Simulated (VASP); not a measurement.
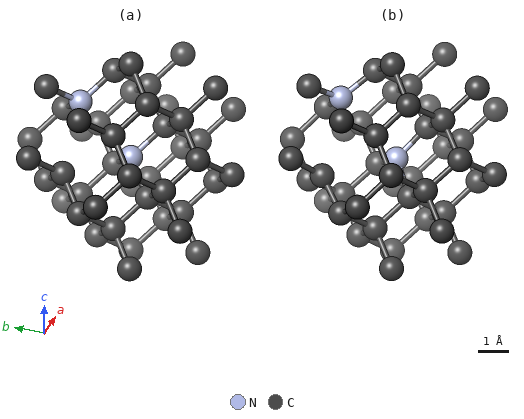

The structure of a defect cell of composition C61N2 (cell charge −1) before (left) and after (right) a relaxation, at one scale.

A ball-and-stick model of the atoms within 4.2 Å of the atom that moves most (axes of the cell of the calculation (origin shifted)), seen from a free direction.

The run lets the atoms move in a fixed cell.

Method: Kohn-Sham DFT of a periodic cell, PBE, VASP PAW PBE potentials, recommended (VASP 6.6.1).

Input
```
ALGO = Normal ; EDIFF = 1E-5
EDIFFG = -0.01 ; ENCUT = 420
GGA = PE ; IBRION = 2
ISIF = 2 ; ISMEAR = 0
ISPIN = 2 ; ISYM = 0
LASPH = T ; LCHARG = F
LORBIT = 11 ; LREAL = Auto
LWAVE = F ; MAGMOM = 0 0 0 0 0 0 0 0 0 0 0 0 0 0 0 0 0 0 0 0 0 0 0 0 0 0 0 0 0 0 0 0 0 0 0 0 0 0 0 0 0 0 0 0 0.5 0 0 0 0 0 0 0 0 0 0.5 0 0 0 0 0 0 0 0
NCORE = 4 ; NELECT = 255
NELM = 80 ; NSW = 40
NUPDOWN = 1 ; PREC = Accurate
SIGMA = 0.01
```

Launched with:
```bash
cat potpaw_PBE.64/N/POTCAR potpaw_PBE.64/C/POTCAR > POTCAR
mpirun -np 8 vasp_gam > vasp.out
```

Question: What changed between the two?

Answer: The energy falls by 1.207 eV per cell of the calculation in 15 geometry steps. The largest force component goes from 2.4 to 0.0055 eV/Å. The largest moves, 0.15 Å, are those of N atoms. Largest moves by element: N 0.15 Å, C 0.12 Å. The lattice vectors keep their values. Near-neighbour distances that change, for instance: C–N 1.547 → 1.469 Å, C–C 1.547 → 1.482 Å, C–C 1.547 → 1.569 Å, C–C 1.547 → 1.534 Å. Bond angles that change, for instance: C–C–C 109.5° → 114.2°, C–N–C 109.5° → 113.6°, C–N–C 109.5° → 113.4°. It ran on 8 threads of Intel(R) Xeon(R) 6975P-C (Granite Rapids), with other jobs on the host.

Limits of the set-up: the periodic images lie only 7.1 Å apart, so the values are limited by the cell's size; the cell is charged, on a uniform background, and energies carry no finite-size correction.
